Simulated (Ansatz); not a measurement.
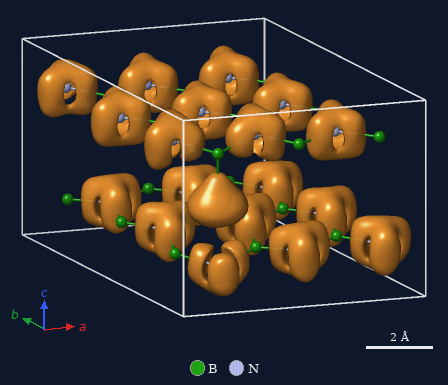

*B18N19 (cell with a defect). Isosurface of the electron localisation function at 0.75 (orange), seen at an oblique angle. Only the valence region is drawn (cores and ρ < 0.01 e/Å³ removed). Sticks mark near contacts.*

PAW files of the earlier set (soft_1); spin-polarised.

Theory: Ansatz 0.2.0, DFT PBEsol, scalar-relativistic, plane waves, PAW.

> Where are the electrons localised?

At this value the surface marks out 19 regions on N in which the atom's valence shell and bonds are merged, counted in one cell of 37 atoms. Regions shared between cells count once. Profiles from the grid: B–N (1.43 Å): the ELF peaks at about 0.95 between the atoms: a shared but strongly polarised pair. B–N (1.48 Å): the ELF peaks at about 0.95 between the atoms (a polar covalent bond).
